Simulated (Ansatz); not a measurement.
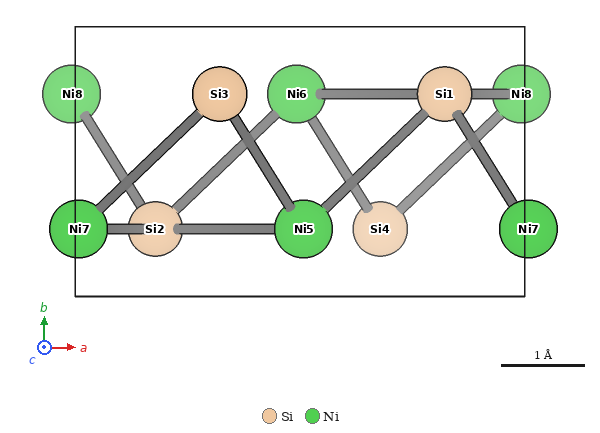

*The starting structure (ball-and-stick view of the cell of the calculation, set on other vectors, along the c axis; atoms are numbered from 1 in the order of the input).*

## Run report: NiSi, geometry relaxation (part 1 of 2)

System: NiSi (Pnma, 8 atoms in the cell).
Method: DFT r2SCAN, scalar-relativistic, plane waves, PAW, no spin polarisation (Ansatz 0.2.0).

The structure derives from a Materials Project entry. It belongs to a series of runs on one base structure; here: film's bulk on the substrate's plane, third vector and atoms relaxed. Figures and captions count atoms from 1; the log counts them from 0 in places.

### Input file
```yaml
crystal:
  lattice:
    - [5.44370238, 0.0, 0.0]
    - [0.0, 5.44370238, 0.0]
    - [0.0, 0.0, 3.2664204343]
  atoms:
    - { symbol: Si, position: [0.8214845447, 0.4166148348, 0.75] }
    - { symbol: Si, position: [0.1785154553, 0.5833851652, 0.25] }
    - { symbol: Si, position: [0.3214845447, 0.0833851652, 0.75] }
    - { symbol: Si, position: [0.6785154553, 0.9166148348, 0.25] }
    - { symbol: Ni, position: [0.5077909581, 0.3109058294, 0.25] }
    - { symbol: Ni, position: [0.4922090419, 0.6890941706, 0.75] }
    - { symbol: Ni, position: [0.0077909581, 0.1890941706, 0.25] }
    - { symbol: Ni, position: [0.9922090419, 0.8109058294, 0.75] }
basis:
  ecutwfc: 500
kpoints:
  mp_grid: { grid: [7, 7, 11] }
hamiltonian:
  xc: r2scan
scf:
  occupations: { method: gaussian, width: 0.1 }
output:
  forces: true
  stress: true
  eigenvalues: true
  write_density: true
  write_potential: true
  elf: true
  volumetric_format: npy
relax:
  adjacent_minimum: "off"
  f_tol: 0.01
  max_steps: 50
  cell: { fix: [a, b, gamma], stress_tol: 0.1 }
```

Run on 8 threads of Arm Neoverse N1, 98 GiB of memory available, shared host.

Command:
```bash
ansatz run input.yaml --threads 8 --pin off --max-ram 20480MiB --backend cpu --events-out ev --progress --plain --runs-dir out
```

### What the program printed
```
Engine: ansatz 0.2.0, aarch64-unknown-linux-gnu
Pseudopotentials: kind: paw
Pseudopotential: Si, paw, valence charge 4, recommended cutoff 500 eV (meta_gga), Si.paw.azcp
Pseudopotential: Ni, paw, valence charge 18, recommended cutoff 500 eV (meta_gga), Ni.paw.azcp
Functional definition: r2SCAN
  parameter k0 = 0.174
  parameter k1 = 0.065
  parameter a1 = 4.9479
  exchange = r2scan_x(k0 = k0, k1 = k1, a1 = a1)
  correlation = r2scan_c
Crystal: 8 atoms, lattice volume = 96.797 Å³
Basis set: ecut = 500 eV, 2459 PW (Γ), exchange–correlation on 160×160×96 points (64 copies of the dense FFT grid, shifted against one another)
Bands: 53, of which v1, the nominal top of the filled ones, is band 44 counted from 1 (43 counted from 0)
Symmetry: 8 space group operations
Space group: Pnma (ITA 62), of the structure as read, at distance tolerance 4.6e-5 Å
k-points: 96 of 539
Non-local potential: Si, projectors of the file, l = 0: 2, l = 1: 2, l = 2: 2
Non-local potential: Ni, projectors of the file, l = 0: 3, l = 1: 2, l = 2: 3, l = 3: 1
PAW form: soft (Blöchl's): semilocal exchange-correlation on the pseudo side does not see the compensation charge
PAW frozen core: Si, regenerated for the run's functional (the file was generated under x = pbe(κ = 0.804, μ = 0.2195149727645171), c = pbe(β = 0.06672455060314922))
PAW frozen core: Ni, regenerated for the run's functional (the file was generated under x = pbe(κ = 0.804, μ = 0.2195149727645171), c = pbe(β = 0.06672455060314922))
PAW one-centre angular grid: Si, 302 points (default); XC on 160 Gauss nodes
PAW one-centre angular grid: Ni, 590 points (default); XC on 160 Gauss nodes
Initial density: superposition of atomic densities (neutral atoms: chi_scale 0, normalization atom), corrected by the library's trained network
Initial wavefunctions: pseudopotential atomic-orbital guess
Functional: x = r2scan, c = r2scan; τ floored in thin density (d = 2e-4 eV/Å³)
SCF iter   1: F=—  HF=-25940.785991 eV  |F-HF|=—  |Δ(HF+E_count)|=         —  Δρ=2.99e-2  dr2=7.29e-1  dr2_τ=2.27e-1  ethr=1.77e-3  ⟨swp⟩=7.1  Hψ=20305  notcnv=0  defer=27
preconditioner: auto → Kerker (q_TF=auto, 2.685 Å⁻¹)  [metal: Δε(μ)=0.036 eV  Ē_g=7.532 eV  σ=0.100 eV  W_gap=0.20  n_scr=38 (ndim 8)  ℏωp=28.2 eV  f_vac=0.000  D(μ)=2.14/eV (n_scr^D=10)]
SCF iter   2: F=—  HF=-25941.058078 eV  |F-HF|=—  |Δ(HF+E_count)|=   2.72e-1  Δρ=2.62e-2  dr2=3.43e-1  dr2_τ=4.24e-3  ethr=8.28e-4  ⟨swp⟩=3.0  Hψ=9392  notcnv=0  defer=253
SCF iter   3: F=—  HF=-25940.997260 eV  |F-HF|=—  |Δ(HF+E_count)|=   6.08e-2  Δρ=7.12e-3  dr2=5.19e-2  dr2_τ=8.47e-5  ethr=3.90e-4  ⟨swp⟩=2.1  Hψ=7503  notcnv=0  defer=253
SCF iter   4: F=—  HF=-25940.990160 eV  |F-HF|=—  |Δ(HF+E_count)|=   7.10e-3  Δρ=2.23e-3  dr2=2.47e-3  dr2_τ=2.90e-5  ethr=5.90e-5  ⟨swp⟩=1.5  Hψ=6303  notcnv=0  defer=253
SCF iter   5: F=—  HF=-25940.990730 eV  |F-HF|=—  |Δ(HF+E_count)|=   5.70e-4  Δρ=1.14e-3  dr2=7.17e-4  dr2_τ=1.97e-5  ethr=2.81e-6  ⟨swp⟩=2.0  Hψ=8713  notcnv=0  defer=253
SCF iter   6: F=—  HF=-25940.990786 eV  |F-HF|=—  |Δ(HF+E_count)|=   5.61e-5  Δρ=6.98e-4  dr2=2.79e-4  dr2_τ=1.67e-6  ethr=8.14e-7  ⟨swp⟩=2.0  Hψ=7384  notcnv=0  defer=253
SCF iter   7: F=—  HF=-25940.990810 eV  |F-HF|=—  |Δ(HF+E_count)|=   2.39e-5  Δρ=2.82e-4  dr2=4.44e-5  dr2_τ=4.98e-7  ethr=3.17e-7  ⟨swp⟩=1.0  Hψ=4834  notcnv=0  defer=253
SCF iter   8: F=—  HF=-25940.990812 eV  |F-HF|=—  |Δ(HF+E_count)|=   1.40e-6  Δρ=7.58e-5  dr2=4.05e-6  dr2_τ=5.70e-8  ethr=5.04e-8  ⟨swp⟩=2.3  Hψ=7898  notcnv=0  defer=253
SCF iter   9: F=—  HF=-25940.990812 eV  |F-HF|=—  |Δ(HF+E_count)|=   6.21e-7  Δρ=2.64e-5  dr2=4.27e-7  dr2_τ=5.23e-9  ethr=4.61e-9  ⟨swp⟩=2.4  Hψ=8572  notcnv=0  defer=253
SCF iter  10: F=-25940.990812 eV  HF=-25940.990812 eV  |F-HF|=9.09e-11  |Δ(HF+E_count)|=   2.96e-8  Δρ=1.90e-6  dr2=4.69e-9  dr2_τ=4.64e-11  ethr=1.14e-10  ⟨swp⟩=14.0  Hψ=39608  notcnv=0
SCF 1 converged in 10 iterations: F = -25940.990812 eV  dr2 = 4.69e-9
  greatest PAW one-centre occupation: 1.001 electrons in one spin orbital (limit 2), on the Ni atom at site 7 (counted from 0), in its partial waves of l = 1
relax step   1: F+E_penalty+E_count = -25940.99081225 eV  Δ(F+E_penalty+E_count) = +0.000e0 eV  max|allowed force component| = 3.318e-1 eV/Å  Δτ_max = 0.0000 Å  P = -3.021 GPa  Ω = 96.797 Å³  fix = [a, b, gamma]  reactions: a -11.101, b +2.597 GPa  (10 SCF iters, dr2 threshold 1.00e-7 eV, accepted)
Crystal: 8 atoms, lattice volume = 96.424 Å³
Basis set: ecut = 500 eV, 2443 PW (Γ), exchange–correlation on 160×160×96 points (64 copies of the dense FFT grid, shifted against one another)
Initial density: handed on by an earlier stage of this run
Initial wavefunctions: those handed on with the density
iter 1 solved again at ethr=6.29e-6 eV; its pass at ethr=3.10e-3 eV (dr2=5.53e-3 eV) is discarded
SCF iter   1: F=—  HF=-25940.994891 eV  |F-HF|=—  |Δ(HF+E_count)|=         —  Δρ=1.85e-3  dr2=5.22e-3  dr2_τ=1.84e-2  ethr=6.29e-6  ⟨swp⟩=2.0  Hψ=21749  notcnv=0
preconditioner: auto → Kerker (q_TF=auto, 2.687 Å⁻¹)  [metal: Δε(μ)=0.017 eV  Ē_g=7.450 eV  σ=0.100 eV  W_gap=0.09  n_scr=38 (ndim 8)  ℏωp=28.3 eV  f_vac=0.000  D(μ)=2.34/eV (n_scr^D=10)]
SCF iter   2: F=—  HF=-25941.008041 eV  |F-HF|=—  |Δ(HF+E_count)|=   1.32e-2  Δρ=1.00e-3  dr2=1.08e-3  dr2_τ=2.64e-5  ethr=5.93e-6  ⟨swp⟩=2.0  Hψ=9321  notcnv=0
SCF iter   3: F=—  HF=-25941.007963 eV  |F-HF|=—  |Δ(HF+E_count)|=   7.82e-5  Δρ=4.38e-4  dr2=2.78e-4  dr2_τ=3.92e-6  ethr=1.23e-6  ⟨swp⟩=2.7  Hψ=8112  notcnv=0
SCF iter   4: F=—  HF=-25941.007946 eV  |F-HF|=—  |Δ(HF+E_count)|=   1.72e-5  Δρ=5.80e-4  dr2=1.93e-4  dr2_τ=1.02e-6  ethr=3.16e-7  ⟨swp⟩=2.0  Hψ=7246  notcnv=0
SCF iter   5: F=—  HF=-25941.007919 eV  |F-HF|=—  |Δ(HF+E_count)|=   2.70e-5  Δρ=2.03e-4  dr2=2.25e-5  dr2_τ=1.32e-7  ethr=2.19e-7  ⟨swp⟩=2.4  Hψ=6957  notcnv=0
SCF iter   6: F=—  HF=-25941.007917 eV  |F-HF|=—  |Δ(HF+E_count)|=   2.37e-6  Δρ=4.54e-5  dr2=9.79e-7  dr2_τ=2.77e-8  ethr=2.55e-8  ⟨swp⟩=2.0  Hψ=8899  notcnv=0
SCF iter   7: F=-25941.007917 eV  HF=-25941.007917 eV  |F-HF|=1.41e-7  |Δ(HF+E_count)|=   4.82e-7  Δρ=2.42e-5  dr2=3.38e-7  dr2_τ=2.01e-9  ethr=9.09e-10  ⟨swp⟩=10.7  Hψ=39951  notcnv=0
SCF 2 converged in 7 iterations: F = -25941.007917 eV  dr2 = 3.38e-7
  Residual-converged pass: ⟨swp⟩=1.0  Hψ=5475  notcnv=0  max |occ|·‖R‖ = 7.1e-9 eV (tolerance 1.0e-8 eV)  dr2=3.38e-7  dr2_τ=2.01e-9  dr2_onsite=5.93e-8  max |Δocc| = 4.3e-11
relax step   2: F+E_penalty+E_count = -25941.00791691 eV  Δ(F+E_penalty+E_count) = -1.710e-2 eV  max|allowed force component| = 2.017e-1 eV/Å  Δτ_max = 0.0092 Å  P = -2.450 GPa  Ω = 96.424 Å³  energy of the carried Pulay correction = +2.295e-4 eV  fix = [a, b, gamma]  reactions: a -10.219, b +3.225 GPa  (7 SCF iters, dr2 threshold 8.00e-7 eV, accepted)
Crystal: 8 atoms, lattice volume = 95.666 Å³
Basis set: ecut = 500 eV, 2427 PW (Γ), exchange–correlation on 160×160×96 points (64 copies of the dense FFT grid, shifted against one another)
iter 1 solved again at ethr=1.51e-5 eV; its pass at ethr=3.10e-3 eV (dr2=1.33e-2 eV) is discarded
SCF iter   1: F=—  HF=-25940.986686 eV  |F-HF|=—  |Δ(HF+E_count)|=         —  Δρ=3.04e-3  dr2=1.34e-2  dr2_τ=4.65e-2  ethr=1.51e-5  ⟨swp⟩=2.0  Hψ=23836  notcnv=0
preconditioner: auto → Kerker (q_TF=auto, 2.691 Å⁻¹)  [metal: Δε(μ)=0.010 eV  Ē_g=7.509 eV  σ=0.100 eV  W_gap=0.06  n_scr=38 (ndim 8)  ℏωp=28.4 eV  f_vac=0.000  D(μ)=2.33/eV (n_scr^D=10)]
SCF iter   2: F=—  HF=-25941.020393 eV  |F-HF|=—  |Δ(HF+E_count)|=   3.37e-2  Δρ=1.67e-3  dr2=3.19e-3  dr2_τ=6.74e-5  ethr=1.51e-5  ⟨swp⟩=2.0  Hψ=9951  notcnv=0
SCF iter   3: F=—  HF=-25941.020141 eV  |F-HF|=—  |Δ(HF+E_count)|=   2.52e-4  Δρ=8.91e-4  dr2=6.54e-4  dr2_τ=1.16e-5  ethr=3.63e-6  ⟨swp⟩=2.5  Hψ=8014  notcnv=0
SCF iter   4: F=—  HF=-25941.020111 eV  |F-HF|=—  |Δ(HF+E_count)|=   2.97e-5  Δρ=9.09e-4  dr2=6.04e-4  dr2_τ=3.70e-6  ethr=7.43e-7  ⟨swp⟩=2.3  Hψ=8035  notcnv=0
SCF iter   5: F=—  HF=-25941.020027 eV  |F-HF|=—  |Δ(HF+E_count)|=   8.42e-5  Δρ=3.79e-4  dr2=6.92e-5  dr2_τ=3.31e-7  ethr=6.87e-7  ⟨swp⟩=2.0  Hψ=6816  notcnv=0
SCF iter   6: F=—  HF=-25941.020020 eV  |F-HF|=—  |Δ(HF+E_count)|=   6.73e-6  Δρ=5.13e-5  dr2=1.81e-6  dr2_τ=6.06e-8  ethr=7.86e-8  ⟨swp⟩=2.0  Hψ=8085  notcnv=0
SCF iter   7: F=-25941.020021 eV  HF=-25941.020022 eV  |F-HF|=2.66e-7  |Δ(HF+E_count)|=   1.25e-6  Δρ=3.14e-5  dr2=6.60e-7  dr2_τ=4.31e-9  ethr=9.09e-10  ⟨swp⟩=12.2  Hψ=47835  notcnv=0
SCF 3 converged in 7 iterations: F = -25941.020021 eV  dr2 = 6.60e-7
  Residual-converged pass: ⟨swp⟩=1.0  Hψ=5475  notcnv=0  max |occ|·‖R‖ = 7.1e-9 eV (tolerance 1.0e-8 eV)  dr2=6.60e-7  dr2_τ=4.31e-9  dr2_onsite=1.08e-7  max |Δocc| = 5.0e-11
relax step   3: F+E_penalty+E_count = -25941.02002132 eV  Δ(F+E_penalty+E_count) = -1.210e-2 eV  max|allowed force component| = 2.032e-2 eV/Å  Δτ_max = 0.0197 Å  P = -0.995 GPa  Ω = 95.666 Å³  energy of the carried Pulay correction = +6.991e-4 eV  fix = [a, b, gamma]  reactions: a -8.099, b +5.042 GPa  (7 SCF iters, dr2 threshold 8.00e-7 eV, accepted)
Crystal: 8 atoms, lattice volume = 95.772 Å³
iter 1 solved again at ethr=2.30e-7 eV; its pass at ethr=3.10e-3 eV (dr2=2.02e-4 eV) is discarded
SCF iter   1: F=—  HF=-25941.019190 eV  |F-HF|=—  |Δ(HF+E_count)|=         —  Δρ=5.58e-4  dr2=1.83e-4  dr2_τ=1.33e-3  ethr=2.30e-7  ⟨swp⟩=2.0  Hψ=21506  notcnv=0
preconditioner: auto → Kerker (q_TF=auto, 2.690 Å⁻¹)  [metal: Δε(μ)=0.008 eV  Ē_g=7.493 eV  σ=0.100 eV  W_gap=0.05  n_scr=38 (ndim 8)  ℏωp=28.4 eV  f_vac=0.000  D(μ)=2.34/eV (n_scr^D=10)]
SCF iter   2: F=—  HF=-25941.020196 eV  |F-HF|=—  |Δ(HF+E_count)|=   1.01e-3  Δρ=3.74e-4  dr2=6.85e-5  dr2_τ=1.92e-6  ethr=2.08e-7  ⟨swp⟩=2.0  Hψ=9327  notcnv=0
SCF iter   3: F=—  HF=-25941.020202 eV  |F-HF|=—  |Δ(HF+E_count)|=   5.67e-6  Δρ=2.95e-4  dr2=4.71e-5  dr2_τ=5.30e-7  ethr=7.79e-8  ⟨swp⟩=2.1  Hψ=7281  notcnv=0
SCF iter   4: F=—  HF=-25941.020190 eV  |F-HF|=—  |Δ(HF+E_count)|=   1.18e-5  Δρ=7.75e-5  dr2=4.39e-6  dr2_τ=2.69e-7  ethr=5.35e-8  ⟨swp⟩=2.0  Hψ=6792  notcnv=0
SCF iter   5: F=—  HF=-25941.020192 eV  |F-HF|=—  |Δ(HF+E_count)|=   2.09e-6  Δρ=3.27e-5  dr2=6.00e-7  dr2_τ=6.42e-9  ethr=4.99e-9  ⟨swp⟩=2.4  Hψ=9098  notcnv=0
SCF iter   6: F=—  HF=-25941.020192 eV  |F-HF|=—  |Δ(HF+E_count)|=   1.15e-7  Δρ=1.07e-5  dr2=6.46e-8  dr2_τ=7.07e-10  ethr=6.82e-10  ⟨swp⟩=2.1  Hψ=8485  notcnv=0
SCF iter   7: F=-25941.020192 eV  HF=-25941.020192 eV  |F-HF|=1.35e-8  |Δ(HF+E_count)|=   1.26e-8  Δρ=5.20e-6  dr2=1.61e-8  dr2_τ=5.43e-11  ethr=2.93e-11  ⟨swp⟩=8.1  Hψ=32472  notcnv=0
SCF 4 converged in 7 iterations: F = -25941.020192 eV  dr2 = 1.61e-8
relax step   4: F+E_penalty+E_count = -25941.02019213 eV  Δ(F+E_penalty+E_count) = -1.708e-4 eV  max|allowed force component| = 5.016e-3 eV/Å  Δτ_max = 0.0032 Å  P = -1.262 GPa  Ω = 95.772 Å³  energy of the carried Pulay correction = +6.331e-4 eV  fix = [a, b, gamma]  reactions: a -8.434, b +4.681 GPa  (7 SCF iters, dr2 threshold 2.58e-8 eV, accepted)
Initial wavefunctions: pseudopotential atomic-orbital guess (no wavefunctions were taken with the density)
iter 1 solved again at ethr=5.35e-7 eV; its pass at ethr=3.10e-3 eV (dr2=4.71e-4 eV) is discarded
SCF iter   1: F=—  HF=-25941.019562 eV  |F-HF|=—  |Δ(HF+E_count)|=         —  Δρ=3.12e-5  dr2=1.78e-7  dr2_τ=4.34e-7  ethr=5.35e-7  ⟨swp⟩=3.0  Hψ=33096  notcnv=0
eigensolver tolerance schedule: the retry pair's looser diagonalisation over-reported the residual by 2637.79 of it (diagonalisation noise at 0.84 of the residual, at the tolerance the schedule requests for it); recorded, not acted on — ethr = c·dr2/N_el stays at c = 1.0e-1
preconditioner: auto → Kerker (q_TF=auto, 2.690 Å⁻¹)  [metal: Δε(μ)=0.006 eV  Ē_g=7.494 eV  σ=0.100 eV  W_gap=0.03  n_scr=38 (ndim 8)  ℏωp=28.4 eV  f_vac=0.000  D(μ)=2.34/eV (n_scr^D=10)]
SCF iter   2: F=—  HF=-25941.019562 eV  |F-HF|=—  |Δ(HF+E_count)|=   2.95e-7  Δρ=6.50e-5  dr2=2.52e-6  dr2_τ=4.09e-8  ethr=2.03e-10  ⟨swp⟩=3.0  Hψ=12697  notcnv=0
SCF iter   3: F=—  HF=-25941.019562 eV  |F-HF|=—  |Δ(HF+E_count)|=   3.95e-8  Δρ=2.45e-5  dr2=2.60e-7  dr2_τ=2.33e-8  ethr=2.03e-10  ⟨swp⟩=2.1  Hψ=9351  notcnv=0
SCF iter   4: F=—  HF=-25941.019562 eV  |F-HF|=—  |Δ(HF+E_count)|=   1.02e-7  Δρ=4.92e-6  dr2=7.96e-9  dr2_τ=1.95e-10  ethr=2.03e-10  ⟨swp⟩=2.0  Hψ=8937  notcnv=0
SCF iter   5: F=—  HF=-25941.019562 eV  |F-HF|=—  |Δ(HF+E_count)|=   2.09e-8  Δρ=3.05e-6  dr2=5.15e-9  dr2_τ=1.73e-10  ethr=9.04e-12  ⟨swp⟩=2.0  Hψ=9322  notcnv=0
SCF iter   6: F=-25941.019562 eV  HF=-25941.019562 eV  |F-HF|=1.46e-11  |Δ(HF+E_count)|=  3.75e-10  Δρ=5.22e-7  dr2=1.60e-10  dr2_τ=3.98e-12  ethr=1.00e-12  ⟨swp⟩=6.3  Hψ=32321  notcnv=0
SCF 5 converged in 6 iterations: F = -25941.019562 eV  dr2 = 1.60e-10
relax step   5: F+E_penalty+E_count = -25941.01956216 eV  Δ(F+E_penalty+E_count) = +6.300e-4 eV  max|allowed force component| = 5.007e-3 eV/Å  Δτ_max = 0.0000 Å  P = -1.268 GPa  Ω = 95.772 Å³  fix = [a, b, gamma]  reactions: a -8.441, b +4.678 GPa  stress off target by 4.18e-2 GPa on what of the cell is left free  SCF on the basis re-selected at this cell (its energy is not comparable with the rows above)  (6 SCF iters)
```

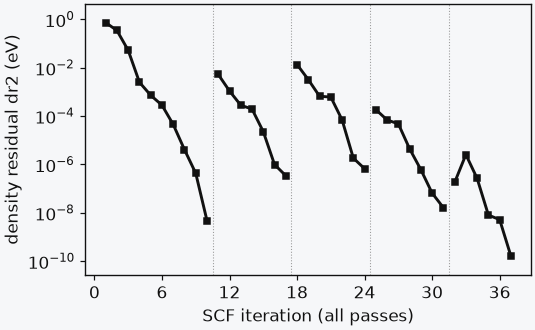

*Convergence of the self-consistent field: density residual dr2 against the SCF iteration. The dotted lines part the SCF passes of the relaxation: geometry steps, rejected trials and re-solves on a re-selected basis.*

The 5 passes take 6 to 10 iterations each, 37 in all.

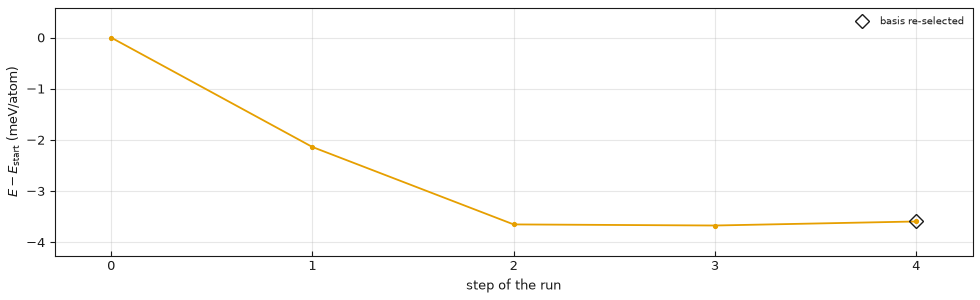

*Progress of the relaxation, step by step (the first geometry is step 0 here and step 1 in the log).*
